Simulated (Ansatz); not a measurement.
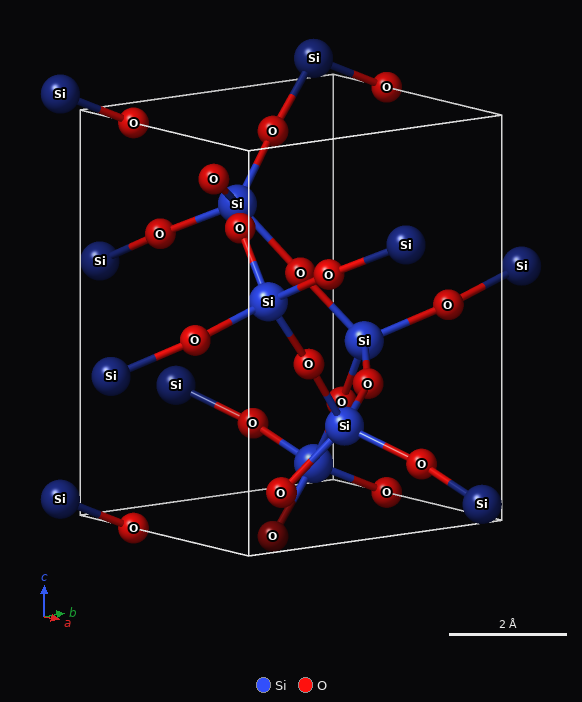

Figure 1. The starting structure (ball-and-stick view of the cell of the calculation, seen slightly off an axis; neighbours outside the cell are drawn fainter). An atom can appear more than once, as a periodic image.

## Geometry relaxation of Si$_{5}$O$_{12}$ (charge +2) (part 1 of 4)

- system: Si$_{5}$O$_{12}$ (defect cell, 17 atoms in the cell, total charge +2)
- method: DFT PBE, scalar-relativistic, plane waves, PAW, PAW set soft_1, no spin polarisation (Ansatz 0.2.0)

The structure derives from a Materials Project entry. It belongs to a series of runs on one base structure; here: end point B relaxed.

### What the program printed
```
Engine: ansatz 0.2.0, aarch64-unknown-linux-gnu
Pseudopotentials: kind: paw
Pseudopotential: Si, paw, valence charge 4, recommended cutoff 420 eV (normal), [file]
Pseudopotential: O, paw, valence charge 6, recommended cutoff 420 eV (normal), [file]
Functional definition: PBE
  parameter kappa = 0.804
  parameter beta = 0.06672455060314922
  exchange = pbe_x(kappa = kappa, mu = beta*pi^2/3)
  correlation = pbe_c(beta = beta)
Crystal: 17 atoms, lattice volume = 323.339 Å³
Basis set: ecut = 420 eV, 6311 PW (Γ), exchange–correlation on 100×100×96 points (8 copies of the dense FFT grid, shifted against one another)
Bands: 62, of which v1, the nominal top of the filled ones, is band 45 counted from 1 (44 counted from 0)
Symmetry: 2 space group operations
Space group: C2 (ITA 5), of the structure as read, at distance tolerance 6.9e-5 Å
k-points: 6 of 8
Non-local potential: Si, projectors of the file, l = 0: 2, l = 1: 2, l = 2: 1
Non-local potential: O, projectors of the file, l = 0: 2, l = 1: 2, l = 2: 1
PAW form: soft (Blöchl's): semilocal exchange-correlation on the pseudo side does not see the compensation charge
PAW one-centre angular grid: Si, 110 points (default); XC on 64 Gauss nodes
PAW one-centre angular grid: O, 110 points (default); XC on 64 Gauss nodes
Initial density: superposition of atomic densities (chi_scale 0.1, normalization cell, long waves kept (reshape's long-wave potential 0.25 eV rms))
Initial wavefunctions: pseudopotential atomic-orbital guess
Functional: x = pbe(κ = 0.804, μ = 0.2195149727645171), c = pbe(β = 0.06672455060314922)
SCF iter   1: F=—  HF=-10005.450170 eV  |F-HF|=—  |Δ(HF+E_count)|=         —  Δρ=1.47e-1  dr2=6.68e1  ethr=3.10e-3  ⟨swp⟩=8.0  Hψ=1982  notcnv=0  defer=4
preconditioner: auto → LDOS  [insulator: Δε(μ)=0.117 eV  Ē_g=16.768 eV  σ=0.020 eV  W_gap=0.90  n_scr=70 (ndim 8)  ℏωp=19.6 eV  f_vac=0.278  D(μ)=3.37/eV (n_scr^D=20)  ε∞_Penn≈2.4  β→1.0]
SCF iter   2: F=—  HF=-10013.484493 eV  |F-HF|=—  |Δ(HF+E_count)|=    8.03e0  Δρ=2.20e-1  dr2=1.66e2  ethr=3.10e-3  ⟨swp⟩=6.7  Hψ=1323  notcnv=0  defer=48  recentre
preconditioner: auto → Resta (q_TF=auto, 2.205 Å⁻¹)  ε∞=2.8  [insulator: Δε(μ)=0.689 eV  Ē_g=14.608 eV  σ=0.020 eV  W_gap=1.00  n_scr=70 (ndim 8)  ℏωp=19.6 eV  f_vac=0.391  D(μ)=0.00/eV (n_scr^D=0)  ε∞_Penn≈2.8  vacuum switching on, ρ_ref=1.5e-2 e/Å³  β→0.5]
SCF iter   3: F=—  HF=-9994.389927 eV  |F-HF|=—  |Δ(HF+E_count)|=    1.91e1  Δρ=1.19e-1  dr2=6.90e1  ethr=3.10e-3  ⟨swp⟩=4.8  Hψ=1010  notcnv=0  defer=67
SCF iter   4: F=—  HF=-9992.660164 eV  |F-HF|=—  |Δ(HF+E_count)|=    1.73e0  Δρ=1.10e-1  dr2=6.09e1  ethr=3.10e-3  ⟨swp⟩=4.5  Hψ=777  notcnv=0  defer=47
SCF iter   5: F=—  HF=-9989.219403 eV  |F-HF|=—  |Δ(HF+E_count)|=    3.44e0  Δρ=5.60e-2  dr2=1.61e1  ethr=3.10e-3  ⟨swp⟩=3.0  Hψ=495  notcnv=0  defer=45
SCF iter   6: F=—  HF=-9989.369899 eV  |F-HF|=—  |Δ(HF+E_count)|=   1.50e-1  Δρ=7.47e-2  dr2=2.75e1  ethr=3.10e-3  ⟨swp⟩=3.7  Hψ=724  notcnv=0  defer=49
SCF iter   7: F=—  HF=-9988.905269 eV  |F-HF|=—  |Δ(HF+E_count)|=   4.65e-1  Δρ=5.40e-2  dr2=1.38e1  ethr=3.10e-3  ⟨swp⟩=3.5  Hψ=401  notcnv=0  defer=49
SCF iter   8: F=—  HF=-9988.488752 eV  |F-HF|=—  |Δ(HF+E_count)|=   4.17e-1  Δρ=4.21e-2  dr2=9.39e0  ethr=3.10e-3  ⟨swp⟩=1.7  Hψ=443  notcnv=0  defer=50
SCF iter   9: F=—  HF=-9988.205884 eV  |F-HF|=—  |Δ(HF+E_count)|=   2.83e-1  Δρ=1.42e-2  dr2=9.05e-1  ethr=3.10e-3  ⟨swp⟩=2.5  Hψ=359  notcnv=0  defer=50
SCF iter  10: F=—  HF=-9988.164894 eV  |F-HF|=—  |Δ(HF+E_count)|=   4.10e-2  Δρ=7.34e-3  dr2=2.41e-1  ethr=1.01e-3  ⟨swp⟩=1.7  Hψ=445  notcnv=0  defer=50
SCF iter  11: F=—  HF=-9988.173172 eV  |F-HF|=—  |Δ(HF+E_count)|=   8.28e-3  Δρ=1.26e-2  dr2=7.34e-1  ethr=2.68e-4  ⟨swp⟩=2.3  Hψ=358  notcnv=0  defer=50  recentre
SCF iter  12: F=—  HF=-9988.154243 eV  |F-HF|=—  |Δ(HF+E_count)|=   1.89e-2  Δρ=5.54e-3  dr2=1.65e-1  ethr=2.68e-4  ⟨swp⟩=2.0  Hψ=352  notcnv=0  defer=50
SCF iter  13: F=—  HF=-9988.150652 eV  |F-HF|=—  |Δ(HF+E_count)|=   3.59e-3  Δρ=2.21e-3  dr2=2.09e-2  ethr=1.84e-4  ⟨swp⟩=1.0  Hψ=322  notcnv=0  defer=50
SCF iter  14: F=—  HF=-9988.149637 eV  |F-HF|=—  |Δ(HF+E_count)|=   1.02e-3  Δρ=7.28e-4  dr2=2.02e-3  ethr=2.32e-5  ⟨swp⟩=2.2  Hψ=434  notcnv=0  defer=50
SCF iter  15: F=—  HF=-9988.149513 eV  |F-HF|=—  |Δ(HF+E_count)|=   1.24e-4  Δρ=2.55e-4  dr2=2.14e-4  ethr=2.24e-6  ⟨swp⟩=1.8  Hψ=472  notcnv=0  defer=50
SCF iter  16: F=—  HF=-9988.149518 eV  |F-HF|=—  |Δ(HF+E_count)|=   4.98e-6  Δρ=1.41e-4  dr2=4.35e-5  ethr=2.37e-7  ⟨swp⟩=1.0  Hψ=322  notcnv=0  defer=50
SCF iter  17: F=—  HF=-9988.149523 eV  |F-HF|=—  |Δ(HF+E_count)|=   4.97e-6  Δρ=1.35e-4  dr2=8.55e-5  ethr=2.50e-8  ⟨swp⟩=4.8  Hψ=1266  notcnv=0
SCF iter  18: F=-9988.149518 eV  HF=-9988.149522 eV  |F-HF|=3.80e-6  |Δ(HF+E_count)|=   1.11e-6  Δρ=3.92e-5  dr2=5.34e-6  ethr=2.50e-8  ⟨swp⟩=3.0  Hψ=1176  notcnv=0
SCF 1 converged in 18 iterations: F = -9988.149518 eV  dr2 = 5.34e-6
  greatest PAW one-centre occupation: 0.887 electrons in one spin orbital (limit 2), on the O atom at site 12 (counted from 0), in its partial waves of l = 0
relax step   1: F+E_penalty+E_count = -9988.14951806 eV  Δ(F+E_penalty+E_count) = +0.000e0 eV  max|allowed force component| = 1.877e0 eV/Å  Δτ_max = 0.0000 Å  (18 SCF iters, dr2 threshold 2.25e-5 eV, accepted)
Initial density: handed on by an earlier stage of this run
Initial wavefunctions: those handed on with the density
iter 1 solved again at ethr=1.03e-3 eV; its pass at ethr=3.10e-3 eV (dr2=9.23e-1 eV) is discarded
SCF iter   1: F=—  HF=-9988.497485 eV  |F-HF|=—  |Δ(HF+E_count)|=         —  Δρ=1.47e-2  dr2=8.91e-1  ethr=1.03e-3  ⟨swp⟩=1.0  Hψ=1376  notcnv=0  defer=50
preconditioner: auto → LDOS  [metal: Δε(μ)=0.037 eV  Ē_g=15.089 eV  σ=0.020 eV  W_gap=0.41  n_scr=70 (ndim 8)  ℏωp=19.6 eV  f_vac=0.378  D(μ)=11.23/eV (n_scr^D=82)  β→1.0]
SCF iter   2: F=—  HF=-9988.439077 eV  |F-HF|=—  |Δ(HF+E_count)|=   5.84e-2  Δρ=9.70e-3  dr2=2.84e-1  ethr=9.90e-4  ⟨swp⟩=2.0  Hψ=361  notcnv=0  defer=50
SCF iter   3: F=—  HF=-9988.440506 eV  |F-HF|=—  |Δ(HF+E_count)|=   1.43e-3  Δρ=5.65e-3  dr2=1.25e-1  ethr=3.16e-4  ⟨swp⟩=2.0  Hψ=358  notcnv=0  defer=50
SCF iter   4: F=—  HF=-9988.436026 eV  |F-HF|=—  |Δ(HF+E_count)|=   4.48e-3  Δρ=1.74e-3  dr2=1.35e-2  ethr=1.39e-4  ⟨swp⟩=2.0  Hψ=366  notcnv=0  defer=52
SCF iter   5: F=—  HF=-9988.435145 eV  |F-HF|=—  |Δ(HF+E_count)|=   8.81e-4  Δρ=7.44e-4  dr2=2.20e-3  ethr=1.50e-5  ⟨swp⟩=2.0  Hψ=457  notcnv=0  defer=52
SCF iter   6: F=—  HF=-9988.435070 eV  |F-HF|=—  |Δ(HF+E_count)|=   7.50e-5  Δρ=5.50e-4  dr2=1.02e-3  ethr=2.44e-6  ⟨swp⟩=2.0  Hψ=566  notcnv=0  defer=52
SCF iter   7: F=—  HF=-9988.435019 eV  |F-HF|=—  |Δ(HF+E_count)|=   5.15e-5  Δρ=2.81e-4  dr2=3.14e-4  ethr=1.14e-6  ⟨swp⟩=1.8  Hψ=327  notcnv=0  defer=52
SCF iter   8: F=-9988.434972 eV  HF=-9988.435001 eV  |F-HF|=2.92e-5  |Δ(HF+E_count)|=   1.79e-5  Δρ=9.46e-5  dr2=3.59e-5  ethr=1.11e-7  ⟨swp⟩=4.0  Hψ=1263  notcnv=0
SCF 2 converged in 8 iterations: F = -9988.434972 eV  dr2 = 3.59e-5
[...]
relax step   2: F+E_penalty+E_count = -9988.43497162 eV  Δ(F+E_penalty+E_count) = -2.855e-1 eV  max|allowed force component| = 1.199e0 eV/Å  Δτ_max = 0.0548 Å  (8 SCF iters, dr2 threshold 1.00e-4 eV, accepted)
preconditioner: auto → LDOS  [insulator: Δε(μ)=0.081 eV  Ē_g=14.857 eV  σ=0.020 eV  W_gap=0.77  n_scr=70 (ndim 8)  ℏωp=19.6 eV  f_vac=0.377  D(μ)=3.23/eV (n_scr^D=20)  ε∞_Penn≈2.7  β→1.0]
  greatest PAW one-centre occupation: 0.888 electrons in one spin orbital (limit 2), on the O atom at site 12 (counted from 0), in its partial waves of l = 0
relax step   3: F+E_penalty+E_count = -9988.66287663 eV  Δ(F+E_penalty+E_count) = -2.279e-1 eV  max|allowed force component| = 4.722e-1 eV/Å  Δτ_max = 0.1133 Å  (8 SCF iters, dr2 threshold 8.98e-5 eV, accepted)
preconditioner: auto → LDOS  [insulator: Δε(μ)=0.104 eV  Ē_g=14.917 eV  σ=0.020 eV  W_gap=0.86  n_scr=70 (ndim 8)  ℏωp=19.6 eV  f_vac=0.375  D(μ)=2.03/eV (n_scr^D=8)  ε∞_Penn≈2.7  β→1.0]
relax step   4: F+E_penalty+E_count = -9988.60268675 eV  Δ(F+E_penalty+E_count) = +6.019e-2 eV  max|allowed force component| = 1.217e0 eV/Å  Δτ_max = 0.1215 Å  (9 SCF iters, dr2 threshold 3.46e-5 eV, rejected (line search))
preconditioner: auto → LDOS  [metal: Δε(μ)=0.017 eV  Ē_g=14.797 eV  σ=0.020 eV  W_gap=0.20  n_scr=70 (ndim 8)  ℏωp=19.6 eV  f_vac=0.376  D(μ)=27.34/eV (n_scr^D=326)  β→1.0]
relax step   5: F+E_penalty+E_count = -9988.72956846 eV  Δ(F+E_penalty+E_count) = -6.669e-2 eV  max|allowed force component| = 1.428e-1 eV/Å  Δτ_max = 0.0586 Å  (13 SCF iters, accepted)
preconditioner: auto → LDOS  [metal: Δε(μ)=0.038 eV  Ē_g=14.817 eV  σ=0.020 eV  W_gap=0.43  n_scr=70 (ndim 8)  ℏωp=19.6 eV  f_vac=0.374  D(μ)=12.44/eV (n_scr^D=94)  β→1.0]
relax step   6: F+E_penalty+E_count = -9988.78114186 eV  Δ(F+E_penalty+E_count) = -5.157e-2 eV  max|allowed force component| = 7.053e-2 eV/Å  Δτ_max = 0.1000 Å  (9 SCF iters, dr2 threshold 1.86e-6 eV, accepted)
preconditioner: auto → LDOS  [metal: Δε(μ)=0.027 eV  Ē_g=14.729 eV  σ=0.020 eV  W_gap=0.32  n_scr=70 (ndim 8)  ℏωp=19.6 eV  f_vac=0.372  D(μ)=17.45/eV (n_scr^D=162)  β→1.0]
relax step   7: F+E_penalty+E_count = -9988.80970983 eV  Δ(F+E_penalty+E_count) = -2.857e-2 eV  max|allowed force component| = 9.887e-2 eV/Å  Δτ_max = 0.1500 Å  (11 SCF iters, accepted)
preconditioner: auto → LDOS  [metal: Δε(μ)=0.014 eV  Ē_g=14.767 eV  σ=0.020 eV  W_gap=0.17  n_scr=70 (ndim 8)  ℏωp=19.6 eV  f_vac=0.371  D(μ)=13.39/eV (n_scr^D=108)  β→1.0]
relax step   8: F+E_penalty+E_count = -9988.81604591 eV  Δ(F+E_penalty+E_count) = -6.336e-3 eV  max|allowed force component| = 1.210e-1 eV/Å  Δτ_max = 0.0942 Å  (8 SCF iters, dr2 threshold 2.38e-6 eV, accepted)
preconditioner: auto → LDOS  [metal: Δε(μ)=0.029 eV  Ē_g=14.729 eV  σ=0.020 eV  W_gap=0.34  n_scr=70 (ndim 8)  ℏωp=19.6 eV  f_vac=0.369  D(μ)=16.02/eV (n_scr^D=150)  β→1.0]
relax step   9: F+E_penalty+E_count = -9988.81706352 eV  Δ(F+E_penalty+E_count) = -1.018e-3 eV  max|allowed force component| = 1.864e-1 eV/Å  Δτ_max = 0.0802 Å  (8 SCF iters, dr2 threshold 1.46e-5 eV, accepted)
preconditioner: auto → LDOS  [metal: Δε(μ)=0.014 eV  Ē_g=14.724 eV  σ=0.020 eV  W_gap=0.17  n_scr=70 (ndim 8)  ℏωp=19.6 eV  f_vac=0.367  D(μ)=20.85/eV (n_scr^D=210)  β→1.0]
  greatest PAW one-centre occupation: 0.886 electrons in one spin orbital (limit 2), on the O atom at site 12 (counted from 0), in its partial waves of l = 0
relax step  10: F+E_penalty+E_count = -9988.63091709 eV  Δ(F+E_penalty+E_count) = +1.861e-1 eV  max|allowed force component| = 1.189e0 eV/Å  Δτ_max = 0.1976 Å  (10 SCF iters, dr2 threshold 3.47e-5 eV, rejected (line search))
preconditioner: auto → LDOS  [insulator: Δε(μ)=0.070 eV  Ē_g=14.776 eV  σ=0.020 eV  W_gap=0.69  n_scr=70 (ndim 8)  ℏωp=19.6 eV  f_vac=0.368  D(μ)=6.92/eV (n_scr^D=40)  ε∞_Penn≈2.8  β→1.0]
relax step  11: F+E_penalty+E_count = -9988.83383613 eV  Δ(F+E_penalty+E_count) = -1.677e-2 eV  max|allowed force component| = 1.812e-1 eV/Å  Δτ_max = 0.0988 Å  (13 SCF iters, accepted)
preconditioner: auto → LDOS  [metal: Δε(μ)=0.032 eV  Ē_g=14.761 eV  σ=0.020 eV  W_gap=0.35  n_scr=70 (ndim 8)  ℏωp=19.6 eV  f_vac=0.367  D(μ)=16.22/eV (n_scr^D=150)  β→1.0]
relax step  12: F+E_penalty+E_count = -9988.85426913 eV  Δ(F+E_penalty+E_count) = -2.043e-2 eV  max|allowed force component| = 2.631e-1 eV/Å  Δτ_max = 0.0965 Å  (7 SCF iters, dr2 threshold 3.10e-5 eV, accepted)
preconditioner: auto → LDOS  [metal: Δε(μ)=0.002 eV  Ē_g=14.680 eV  σ=0.020 eV  W_gap=0.02  n_scr=70 (ndim 8)  ℏωp=19.6 eV  f_vac=0.364  D(μ)=18.39/eV (n_scr^D=198)  β→1.0]
  greatest PAW one-centre occupation: 0.885 electrons in one spin orbital (limit 2), on the O atom at site 12 (counted from 0), in its partial waves of l = 0
relax step  13: F+E_penalty+E_count = -9988.87329538 eV  Δ(F+E_penalty+E_count) = -1.903e-2 eV  max|allowed force component| = 4.763e-1 eV/Å  Δτ_max = 0.1290 Å  (7 SCF iters, dr2 threshold 6.54e-5 eV, accepted)
preconditioner: auto → LDOS  [metal: Δε(μ)=0.008 eV  Ē_g=14.644 eV  σ=0.020 eV  W_gap=0.10  n_scr=70 (ndim 8)  ℏωp=19.6 eV  f_vac=0.361  D(μ)=21.12/eV (n_scr^D=210)  β→1.0]
relax step  14: F+E_penalty+E_count = -9988.84085546 eV  Δ(F+E_penalty+E_count) = +3.244e-2 eV  max|allowed force component| = 1.054e0 eV/Å  Δτ_max = 0.1937 Å  (10 SCF iters, dr2 threshold 1.00e-4 eV, rejected (line search))
preconditioner: auto → LDOS  [metal: Δε(μ)=0.017 eV  Ē_g=14.645 eV  σ=0.020 eV  W_gap=0.20  n_scr=70 (ndim 8)  ℏωp=19.6 eV  f_vac=0.363  D(μ)=20.57/eV (n_scr^D=210)  β→1.0]
relax step  15: F+E_penalty+E_count = -9988.90714597 eV  Δ(F+E_penalty+E_count) = -3.385e-2 eV  max|allowed force component| = 6.450e-1 eV/Å  Δτ_max = 0.0925 Å  (13 SCF iters, accepted)
preconditioner: auto → LDOS  [metal: Δε(μ)=0.015 eV  Ē_g=14.722 eV  σ=0.020 eV  W_gap=0.19  n_scr=70 (ndim 8)  ℏωp=19.6 eV  f_vac=0.363  D(μ)=19.91/eV (n_scr^D=198)  β→1.0]
relax step  16: F+E_penalty+E_count = -9988.98588273 eV  Δ(F+E_penalty+E_count) = -7.874e-2 eV  max|allowed force component| = 6.803e-1 eV/Å  Δτ_max = 0.0974 Å  (8 SCF iters, dr2 threshold 1.00e-4 eV, accepted)
preconditioner: auto → LDOS  [metal: Δε(μ)=0.011 eV  Ē_g=14.714 eV  σ=0.020 eV  W_gap=0.13  n_scr=70 (ndim 8)  ℏωp=19.6 eV  f_vac=0.363  D(μ)=20.85/eV (n_scr^D=210)  β→1.0]
relax step  17: F+E_penalty+E_count = -9989.07836504 eV  Δ(F+E_penalty+E_count) = -9.248e-2 eV  max|allowed force component| = 7.008e-1 eV/Å  Δτ_max = 0.1462 Å  (9 SCF iters, dr2 threshold 1.00e-4 eV, accepted)
preconditioner: auto → LDOS  [metal: Δε(μ)=0.012 eV  Ē_g=14.675 eV  σ=0.020 eV  W_gap=0.15  n_scr=70 (ndim 8)  ℏωp=19.6 eV  f_vac=0.365  D(μ)=17.14/eV (n_scr^D=150)  β→1.0]
relax step  18: F+E_penalty+E_count = -9989.13706147 eV  Δ(F+E_penalty+E_count) = -5.870e-2 eV  max|allowed force component| = 4.058e-1 eV/Å  Δτ_max = 0.1583 Å  (9 SCF iters, dr2 threshold 1.00e-4 eV, accepted)
preconditioner: auto → LDOS  [insulator: Δε(μ)=0.109 eV  Ē_g=14.582 eV  σ=0.020 eV  W_gap=0.87  n_scr=70 (ndim 8)  ℏωp=19.6 eV  f_vac=0.366  D(μ)=4.42/eV (n_scr^D=20)  ε∞_Penn≈2.8  β→1.0]
relax step  19: F+E_penalty+E_count = -9989.13274779 eV  Δ(F+E_penalty+E_count) = +4.314e-3 eV  max|allowed force component| = 7.138e-1 eV/Å  Δτ_max = 0.2000 Å  (8 SCF iters, dr2 threshold 5.52e-5 eV, rejected (line search))
preconditioner: auto → LDOS  [metal: Δε(μ)=0.028 eV  Ē_g=14.628 eV  σ=0.020 eV  W_gap=0.34  n_scr=70 (ndim 8)  ℏωp=19.6 eV  f_vac=0.365  D(μ)=16.78/eV (n_scr^D=150)  β→1.0]
relax step  20: F+E_penalty+E_count = -9989.17913047 eV  Δ(F+E_penalty+E_count) = -4.207e-2 eV  max|allowed force component| = 7.080e-2 eV/Å  Δτ_max = 0.0980 Å  (13 SCF iters, accepted)
preconditioner: auto → LDOS  [insulator: Δε(μ)=0.049 eV  Ē_g=14.617 eV  σ=0.020 eV  W_gap=0.55  n_scr=70 (ndim 8)  ℏωp=19.6 eV  f_vac=0.365  D(μ)=11.82/eV (n_scr^D=82)  ε∞_Penn≈2.8  β→1.0]
relax step  21: F+E_penalty+E_count = -9989.18303442 eV  Δ(F+E_penalty+E_count) = -3.904e-3 eV  max|allowed force component| = 1.224e-1 eV/Å  Δτ_max = 0.0476 Å  (11 SCF iters, accepted)
preconditioner: auto → LDOS  [insulator: Δε(μ)=0.058 eV  Ē_g=14.595 eV  σ=0.020 eV  W_gap=0.62  n_scr=70 (ndim 8)  ℏωp=19.6 eV  f_vac=0.365  D(μ)=9.31/eV (n_scr^D=70)  ε∞_Penn≈2.8  β→1.0]
relax step  22: F+E_penalty+E_count = -9989.18567248 eV  Δ(F+E_penalty+E_count) = -2.638e-3 eV  max|allowed force component| = 9.455e-2 eV/Å  Δτ_max = 0.0328 Å  (8 SCF iters, dr2 threshold 9.37e-7 eV, accepted)
preconditioner: auto → LDOS  [insulator: Δε(μ)=0.072 eV  Ē_g=14.579 eV  σ=0.020 eV  W_gap=0.71  n_scr=70 (ndim 8)  ℏωp=19.6 eV  f_vac=0.365  D(μ)=6.32/eV (n_scr^D=28)  ε∞_Penn≈2.8  β→1.0]
relax step  23: F+E_penalty+E_count = -9989.19120937 eV  Δ(F+E_penalty+E_count) = -5.537e-3 eV  max|allowed force component| = 5.841e-2 eV/Å  Δτ_max = 0.0308 Å  (7 SCF iters, dr2 threshold 5.33e-6 eV, accepted)
preconditioner: auto → LDOS  [insulator: Δε(μ)=0.080 eV  Ē_g=14.548 eV  σ=0.020 eV  W_gap=0.74  n_scr=70 (ndim 8)  ℏωp=19.6 eV  f_vac=0.365  D(μ)=4.67/eV (n_scr^D=20)  ε∞_Penn≈2.8  β→1.0]
relax step  24: F+E_penalty+E_count = -9989.21180309 eV  Δ(F+E_penalty+E_count) = -2.059e-2 eV  max|allowed force component| = 2.945e-1 eV/Å  Δτ_max = 0.0787 Å  (8 SCF iters, dr2 threshold 1.30e-6 eV, accepted)
preconditioner: auto → LDOS  [metal: Δε(μ)=0.020 eV  Ē_g=14.555 eV  σ=0.020 eV  W_gap=0.25  n_scr=70 (ndim 8)  ℏωp=19.6 eV  f_vac=0.364  D(μ)=13.70/eV (n_scr^D=108)  β→1.0]
relax step  25: F+E_penalty+E_count = -9989.66285965 eV  Δ(F+E_penalty+E_count) = -4.511e-1 eV  max|allowed force component| = 2.065e0 eV/Å  Δτ_max = 0.1953 Å  (10 SCF iters, dr2 threshold 3.31e-5 eV, accepted)
preconditioner: auto → LDOS  [insulator: Δε(μ)=0.047 eV  Ē_g=14.459 eV  σ=0.020 eV  W_gap=0.52  n_scr=70 (ndim 8)  ℏωp=19.4 eV  f_vac=0.363  D(μ)=8.77/eV (n_scr^D=70)  ε∞_Penn≈2.8  β→1.0]
preconditioner: auto → Resta (q_TF=auto, 2.205 Å⁻¹)  ε∞=2.8  [insulator: Δε(μ)=0.197 eV  Ē_g=14.328 eV  σ=0.020 eV  W_gap=0.98  n_scr=70 (ndim 8)  ℏωp=19.4 eV  f_vac=0.366  D(μ)=0.52/eV (n_scr^D=0)  ε∞_Penn≈2.8  vacuum switching on, ρ_ref=1.5e-2 e/Å³  β→0.5]
  greatest PAW one-centre occupation: 0.884 electrons in one spin orbital (limit 2), on the O atom at site 12 (counted from 0), in its partial waves of l = 0
relax step  26: F+E_penalty+E_count = -9990.18876762 eV  Δ(F+E_penalty+E_count) = -5.259e-1 eV  max|allowed force component| = 2.466e0 eV/Å  Δτ_max = 0.1943 Å  (11 SCF iters, dr2 threshold 1.00e-4 eV, accepted)
preconditioner: auto → Resta (q_TF=auto, 2.205 Å⁻¹)  ε∞=2.7  [insulator: Δε(μ)=0.464 eV  Ē_g=14.820 eV  σ=0.020 eV  W_gap=1.00  n_scr=70 (ndim 8)  ℏωp=19.6 eV  f_vac=0.365  D(μ)=0.00/eV (n_scr^D=0)  ε∞_Penn≈2.7  vacuum switching on, ρ_ref=1.6e-2 e/Å³]
  greatest PAW one-centre occupation: 0.883 electrons in one spin orbital (limit 2), on the O atom at site 12 (counted from 0), in its partial waves of l = 0
```
